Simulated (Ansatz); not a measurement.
# (CdS)3(ZnSe)1 [0001] superlattice, started as wurtzite: from the cell to its phonons, part 2 of 2

How does (CdS)3(ZnSe)1 [0001] superlattice, started as wurtzite vibrate, and is this structure a minimum?

Ansatz 0.2.0; DFT PBEsol, scalar-relativistic, plane waves, PAW.

So far. Step 4 (Tight relaxation): The largest force component left is 0.28 meV/Å and the pressure is 0.000 GPa, within the tolerances set. The cell now holds 24.10 Å³/atom. The relaxed cell has a = 4.068, c = 13.451 Å (conventional setting).

The structure was built from a prototype and need not be the compound's stable phase.

### Step 5. Linear response at the zone centre

The zone centre is the only wavevector solved here; it holds the modes that light can see, as far as symmetry allows. The response to a homogeneous field gives the Born charges and the dielectric tensor, and its change with displacement the Raman tensors.

File input.yaml:

```yaml
crystal:
  lattice:
    - [4.0681583316, 0.0, 0.0]
    - [-2.0340791658, 3.5231284617, 0.0]
    - [0.0, 0.0, 13.4509211229]
  atoms:
    - { symbol: Cd, position: [0.3333333333, 0.6666666667, 0.0019831] }
    - { symbol: Cd, position: [0.6666666667, 0.3333333333, 0.253832958] }
    - { symbol: Cd, position: [0.3333333333, 0.6666666667, 0.5068852467] }
    - { symbol: S, position: [0.3333333333, 0.6666666667, 0.188139007] }
    - { symbol: S, position: [0.6666666667, 0.3333333333, 0.4407719334] }
    - { symbol: S, position: [0.3333333333, 0.6666666667, 0.6945847439] }
    - { symbol: Se, position: [0.6666666667, 0.3333333333, 0.9225991328] }
    - { symbol: Zn, position: [0.6666666667, 0.3333333333, 0.741203878] }
kpoints:
  mp_grid: { grid: [6, 6, 2] }
hamiltonian:
  xc: pbesol
scf:
  occupations: { method: fixed }
output:
  eigenvalues: true
phonons:
  method: dfpt
  dielectric: true
  rigid_motions: translations
  raman: true
```

Command:

```
> ansatz run input.yaml --threads 4 --pin off --max-ram 14336MiB --backend cpu --events-out ev --progress --plain --runs-dir out
```

Numbers of over 12 decimals in the logs are rounded to 6 here.

The program printed:

```text
Engine: ansatz 0.2.0, aarch64-unknown-linux-gnu
Pseudopotentials: kind: paw
Pseudopotential: Cd, paw, valence charge 20, recommended cutoff 420 eV (normal), Cd.paw.azcp
Pseudopotential: S, paw, valence charge 6, recommended cutoff 420 eV (normal), S.paw.azcp
Pseudopotential: Se, paw, valence charge 16, recommended cutoff 420 eV (normal), Se.paw.azcp
Pseudopotential: Zn, paw, valence charge 12, recommended cutoff 420 eV (normal), Zn.paw.azcp
Functional definition: PBEsol
  exchange = pbesol_x
  correlation = pbesol_c
Crystal: 8 atoms, lattice volume = 192.787 Å³
Basis set: ecut = 420 eV, 3789 PW (Γ), exchange–correlation on 60×60×180 points (8 copies of the dense FFT grid, shifted against one another)
Bands: 64, of which v1, the nominal top of the filled ones, is band 53 counted from 1 (52 counted from 0)
Symmetry: 6 space group operations
k-points: 26 of 72 (irreducible under 2 space group operations, time reversal used)
Non-local potential: Cd, projectors of the file, l = 0: 3, l = 1: 2, l = 2: 2, l = 3: 1
Non-local potential: S, projectors of the file, l = 0: 2, l = 1: 2, l = 2: 2
Non-local potential: Se, projectors of the file, l = 0: 2, l = 1: 2, l = 2: 3, l = 3: 1
Non-local potential: Zn, projectors of the file, l = 0: 2, l = 1: 2, l = 2: 3, l = 3: 1
PAW form: soft (Blöchl's): semilocal exchange-correlation on the pseudo side does not see the compensation charge
PAW frozen core: Cd, regenerated for the run's functional, and the local potential with it (the file was generated under x = pbe(κ = 0.804, μ = 0.219515), c = pbe(β = 0.066725))
PAW frozen core: S, regenerated for the run's functional, and the local potential with it (the file was generated under x = pbe(κ = 0.804, μ = 0.219515), c = pbe(β = 0.066725))
PAW frozen core: Se, regenerated for the run's functional, and the local potential with it (the file was generated under x = pbe(κ = 0.804, μ = 0.219515), c = pbe(β = 0.066725))
PAW frozen core: Zn, regenerated for the run's functional, and the local potential with it (the file was generated under x = pbe(κ = 0.804, μ = 0.219515), c = pbe(β = 0.066725))
PAW one-centre angular grid: Cd, 590 points (default); XC on 64 Gauss nodes
PAW one-centre angular grid: S, 110 points (default); XC on 64 Gauss nodes
PAW one-centre angular grid: Se, 590 points (default); XC on 64 Gauss nodes
PAW one-centre angular grid: Zn, 590 points (default); XC on 64 Gauss nodes
Initial density: superposition of atomic densities (neutral atoms: chi_scale 0, normalization atom), corrected by the library's trained network
Initial wavefunctions: pseudopotential atomic-orbital guess
Functional: x = pbesol(κ = 0.804, μ = 0.123457), c = pbesol(β = 0.046)
[...]
site 4:
[...]
site 5:
[...]
site 6:
[...]
site 7:
[...]
--- Phonons (Γ-DFPT): 16 representative perturbations + reference, on 26 of 72 k-points (Σ response iterations 59) ---
  k mesh reduced under 2 symmetry operations, with k and −k counted as one. Each operation leaves every solved perturbation unchanged. A smaller set is not considered because the run solves the response to a homogeneous field
  ASR residual: 1.961e-4 → 0.000e0 eV/Å²; symmetrization residual: 5.093e-5 eV/Å²
  ASR residual per site (eV/Å²): 2.65e-5 5.72e-5 3.40e-5 4.18e-5 1.07e-4 7.45e-5 2.67e-5 1.96e-4
  Γ frequencies (cm⁻¹): 0.00 0.00 0.00 32.32 32.32 35.95 35.95 46.81 46.81 98.78 107.66 147.99 184.95 184.95 212.66 212.66 214.75 242.93 242.93 249.35 249.35 260.21 296.20 301.85
  ε∞ (high-frequency dielectric tensor):
[...]
ε⁰ (static dielectric tensor: ions relaxed, cell fixed):
[...]
ε⁰ − ε∞ (ionic part):
[...]
softest optical mode at Γ: 32.32 cm⁻¹; the repairs (sum rule, projections) moved no ω² at Γ by more than (3.36 cm⁻¹)²
  Born effective charges Z* (e; rows j = field, columns β = displacement):
[...]
site 4:
[...]
site 5:
[...]
site 6:
[...]
site 7:
[...]
Z* charge neutrality: 3.377e-2 e pre-enforcement
  solved inside a basis spanned on kpoints, on 18×18×6 k-points transformed towards the longest dipole, which do not settle them: ε∞ is read to err by 1.0e-1, Z* by 1.2e-1 e (field_mesh: kpoints solves on kpoints); Z* is corrected for what the basis lacks
  optical modes at Γ without the LO–TO term, one row a degenerate level:
      ω (cm⁻¹)  modes    IR ((D/Å)²/amu)
[...]
optical modes at Γ + LO–TO along q̂ = [1.0000, 0.0000, 0.0000]:
      ω (cm⁻¹)  modes    IR ((D/Å)²/amu)
[...]
optical modes at Γ + LO–TO along q̂ = [0.0000, 1.0000, 0.0000]:
      ω (cm⁻¹)  modes    IR ((D/Å)²/amu)
[...]
optical modes at Γ + LO–TO along q̂ = [0.0000, 0.0000, 1.0000]:
      ω (cm⁻¹)  modes    IR ((D/Å)²/amu)
[...]
249.35      2             0.2346
        293.56      1             7.0334
        298.64      1             7.3798
        301.94      1             0.3330
Error: memory limit exceeded: the `dfpt response` phase needs 15.79 GiB against the run's memory maximum of 14.00 GiB; largest carriers: field second order 6.45 GiB, field directions in a basis 4.02 GiB, scf state 2.60 GiB, field second order work 1.04 GiB, field response work arrays 0.43 GiB; wavefunction blocks cannot be spilled: a `phonons` calculation is not among those that spill (`scf`, `evaluate`, and `md` and `relax` at a fixed cell)
with nothing else changed it takes a maximum of at least 15.79 GiB, with nothing to spare, and 17.37 GiB leaves up to a tenth: --max-ram 17.37GiB where that set the maximum, else more of the term that did, and with no share typed, where 17.37 GiB is over 0.88 of the host's memory or its container's limit, a share of 0.88 or more that holds the maximum too (--max-ram-frac F), where one does; The budget is ten eleventh [...]
The harmonic force constants that this run solved are whole in <dir>
[key lines of the parts left out:]
SCF converged after 11 iterations
Free energy (F): -35916.947346 eV
Fermi energy:    7.238359 eV
```

Elapsed: 8.6 min, on 4 threads of Arm Neoverse V2, shared host; peak memory 8.5 GiB.

The run ended with an error after its SCF cycle had converged; no result of it is taken.

The program's message: “memory limit exceeded: the `dfpt response` phase needs 15.79 GiB against the run's memory maximum of 14.00 GiB; largest carriers: field second order 6.45 GiB, field directions in a basis 4.02 GiB, scf …”

### Step 6. Modes at Γ

The zone centre is the only wavevector solved here; it holds the modes that light can see, as far as symmetry allows. The response to a homogeneous field gives the Born charges and the dielectric tensor.

input.yaml, as its differences from that of step 5:

```diff
@@ -26,2 +26 @@
   rigid_motions: translations
-  raman: true
```

The program printed:

```text
[...]
Crystal: 8 atoms, lattice volume = 192.787 Å³
Basis set: ecut = 420 eV, 3789 PW (Γ), exchange–correlation on 60×60×180 points (8 copies of the dense FFT grid, shifted against one another)
Bands: 64, of which v1, the nominal top of the filled ones, is band 53 counted from 1 (52 counted from 0)
Symmetry: 6 space group operations
k-points: 26 of 72 (irreducible under 2 space group operations, time reversal used)
[...]
ω (cm⁻¹)  modes    IR ((D/Å)²/amu)
[...]
optical modes at Γ + LO–TO along q̂ = [0.0000, 1.0000, 0.0000]:
      ω (cm⁻¹)  modes    IR ((D/Å)²/amu)
[...]
optical modes at Γ + LO–TO along q̂ = [0.0000, 0.0000, 1.0000]:
      ω (cm⁻¹)  modes    IR ((D/Å)²/amu)
[...]
249.35      2             0.2345
        293.56      1             7.0321
        298.64      1             7.3802
        301.94      1             0.3334
[key lines of the parts left out:]
SCF converged after 11 iterations
Free energy (F): -35916.947346 eV
Fermi energy:    7.238359 eV
```

It took 7.9 min on 4 threads; peak memory 8.4 GiB; 31 min of CPU time.

Numbers from this step:

| Property | Result |
| --- | --- |
| sum-rule residual before enforcement | 1.96e-4 eV/Å² |
| miss of the charge sum rule | 0.03422 e |
| estimated error of the dielectric tensor | 0.1003 |
| estimated error of the Born charges | 0.05175 e |
| point group | 3m |
| highest optical mode at the zone centre (no LO-TO term) | 301.9 cm⁻¹ |
| lowest optical zone-centre mode | 32.32 cm⁻¹ |
| mean high-frequency dielectric constant | 6.694 |
| largest Born charge (third of the trace) | -2.173 e |
| mean static dielectric constant | 10.12 |
| top of the zone-centre spectrum with the field | 301.9 cm⁻¹ |

Without the LO-TO term. Patterns of degenerate modes are one choice out of their space. Modes at Γ, with each element's share of the kinetic energy:

```tsv
mode	frequency (cm⁻¹)	symmetry	Cd %	S %	Se %	Zn %
1	0.0	acoustic	58	17	14	11
2	0.0	acoustic	58	17	14	11
3	0.0	acoustic	58	17	14	11
4	32.3	E	70	9	21	0
5	32.3	E	70	9	21	0
6	36.0	E	75	19	0	6
7	36.0	E	75	19	0	6
8	46.8	E	20	22	3	55
9	46.8	E	20	22	3	55
10	98.8	A1	73	8	15	4
11	107.7	A1	66	12	6	16
12	148.0	A1	63	2	9	26
13	184.9	E	38	0	62	0
14	184.9	E	38	0	62	0
15	212.7	E	0	72	0	27
16	212.7	E	0	72	0	27
17	214.8	A1	7	10	45	38
18	242.9	E	20	79	0	0
19	242.9	E	20	79	0	0
20	249.3	E	18	82	0	0
21	249.3	E	18	82	0	0
22	260.2	A1	15	73	11	2
23	296.2	A1	10	87	0	4
24	301.9	A1	8	92	0	0
```

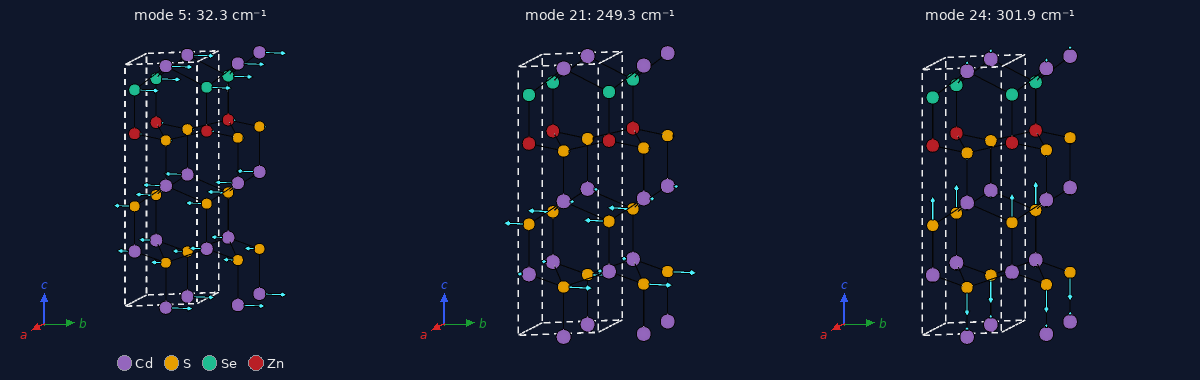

Displacement patterns of modes 5, 21 and 24 at Γ; arrows are exaggerated. 2×2×1 cells are drawn. Some periodic images of atoms are drawn too.

Before it was imposed, the acoustic sum rule was missed by 2.0e-4 eV/Å² and the charge sum rule by 0.034 e. The charge miss is large and points to the mesh or the basis. The lowest optical mode is real, 32.3 cm⁻¹.

The log warns of the k mesh: “the force constants stand on the 6×6×2 k-mesh, whose period is 8.93 times the interband length at k = (0.0000, 0.0000, 0.0000), direct gap 0.668 eV, under 14: take them and everything formed from them as unconverged”.

### Step 7. Another isotope, element Cd, natural mass 112.414 amu

An isotope changes the mass and not the force constants, so no new electronic calculation is needed; the shifts show which modes move this element.

The same force constants with the mass of Cd changed from 112.414 to 115.905 u (phonopy, no LO-TO term). Both lists are sorted by frequency; levels can cross, so a row need not hold one and the same mode. Modes under 3 cm⁻¹ are left out. Isotope shifts, by row:

```tsv
q	rank	natural mass (cm⁻¹)	changed mass (cm⁻¹)
0 0 0	4	32.32	31.98
0 0 0	5	32.32	31.98
0 0 0	6	35.95	35.54
0 0 0	7	35.95	35.54
0 0 0	8	46.81	46.66
0 0 0	9	46.81	46.66
0 0 0	10	98.78	97.68
0 0 0	11	107.7	106.6
0 0 0	12	148	146.6
0 0 0	13	184.9	183.9
0 0 0	14	184.9	183.9
0 0 0	15	212.7	212.7
0 0 0	16	212.7	212.7
0 0 0	17	214.8	214.5
0 0 0	18	242.9	242.2
0 0 0	19	242.9	242.2
0 0 0	20	249.3	248.7
0 0 0	21	249.3	248.7
0 0 0	22	260.2	259.6
0 0 0	23	296.2	295.8
0 0 0	24	301.9	301.5
```

A mode of this element alone would shift by -1.52 %. The highest zone-centre frequency without the field goes from 301.9 to 301.5 cm⁻¹ (-0.1 %). The product of the frequency ratios over all optical modes at Γ is 0.895; the product rule, (m/m′)^(3k/2) (M′/M)^(3/2) with k = 3 such atoms and M the mass of the cell, gives 0.895.

### Step 8. Isotope substitution, element S, natural mass 32.06 amu

The same for S, from 32.06 to 33.97 u.

A mode of this element alone would shift by -2.85 %. The highest zone-centre frequency without the field goes from 301.9 to 293.9 cm⁻¹ (-2.6 %). The product of the frequency ratios over all optical modes at Γ is 0.783; the product rule, (m/m′)^(3k/2) (M′/M)^(3/2) with k = 3 such atoms and M the mass of the cell, gives 0.782.

### Step 9. Isotope substitution, element Se, natural mass 78.971 amu

The same for Se, from 78.97 to 81.92 u.

A mode of this element alone would shift by -1.81 %. The highest zone-centre frequency without the field goes from 301.9 to 301.9 cm⁻¹ (+0.0 %). The product of the frequency ratios over all optical modes at Γ is 0.954; the product rule, (m/m′)^(3k/2) (M′/M)^(3/2) with k = 1 such atoms and M the mass of the cell, gives 0.954.

### Step 10. Isotope substitution, element Zn, natural mass 65.38 amu

The same for Zn, from 65.38 to 67.92 u.

The same force constants with the mass of Zn changed from 65.380 to 67.925 u (phonopy, no LO-TO term). Both lists are sorted by frequency; levels can cross, so a row need not hold one and the same mode. Modes under 3 cm⁻¹ are left out. Isotope shifts, by row:

```tsv
q	rank	natural mass (cm⁻¹)	changed mass (cm⁻¹)
0 0 0	4	32.32	32.32
0 0 0	5	32.32	32.32
0 0 0	6	35.95	35.91
0 0 0	7	35.95	35.91
0 0 0	8	46.81	46.32
0 0 0	9	46.81	46.32
0 0 0	10	98.78	98.7
0 0 0	11	107.7	107.3
0 0 0	12	148	147.3
0 0 0	13	184.9	184.9
0 0 0	14	184.9	184.9
0 0 0	15	212.7	211.6
0 0 0	16	212.7	211.6
0 0 0	17	214.8	213.2
0 0 0	18	242.9	242.9
0 0 0	19	242.9	242.9
0 0 0	20	249.3	249.3
0 0 0	21	249.3	249.3
0 0 0	22	260.2	260.1
0 0 0	23	296.2	296
0 0 0	24	301.9	301.9
```

A mode of this element alone would shift by -1.89 %. The highest zone-centre frequency without the field goes from 301.9 to 301.9 cm⁻¹ (+0.0 %). The product of the frequency ratios over all optical modes at Γ is 0.951; the product rule, (m/m′)^(3k/2) (M′/M)^(3/2) with k = 1 such atoms and M the mass of the cell, gives 0.951.

### Step 11. Outcome

| Quantity | Value |
| --- | --- |
| space group after relaxation (within 0.01 Å) | P3m1 |
| volume per atom | 24.1 Å³ |
| gap on the k-mesh | 0.668 eV |
| highest optical mode at the zone centre (no LO-TO term) | 302 cm⁻¹ |
| top of the zone-centre spectrum with the field | 302 cm⁻¹ |
| lowest optical zone-centre mode | 32.3 cm⁻¹ |
| mean high-frequency dielectric constant | 6.69 |
| mean static dielectric constant | 10.1 |
| largest Born charge (third of the trace) | -2.17 e |
| imaginary modes at Γ (the only wavevector solved) | none |

**Reading.** The structure is stable against zone-centre distortions, since no mode there is imaginary; other wavevectors were not solved, so zone-boundary instabilities are untested. Without the field, the optical modes at Γ span 32 to 302 cm⁻¹. No dispersion was computed. The highest mode in this list at Γ, 301.9 cm⁻¹, is mostly motion of S (92 % of the kinetic energy). The macroscopic field leaves the top of the zone-centre spectrum where it is. Lattice motion raises the mean dielectric constant from 6.694 to 10.12. The strongest infrared line is at 243 cm⁻¹. With the field response the log warns that the k mesh is coarse for the force constants too, so the frequencies may not be converged. In at least one run the field response is not settled by the k meshes in reach, so its dielectric tensor, Born charges and longitudinal modes are rough. The starting cell was built on a prototype and not taken from a measurement, so the phase need not exist. These are harmonic frequencies at zero temperature: anharmonic shifts, linewidths and thermal expansion are left out.

[Logs are printed without paths, hosts, clocks, repeated set-up lines and the standing remarks that a program may print on its own settings, such as how far it seeks lower states.]

[Hosts, paths, dates, database ids (printed as entryN), source tags and the programs' standing remarks are cut or masked in the printed files.]
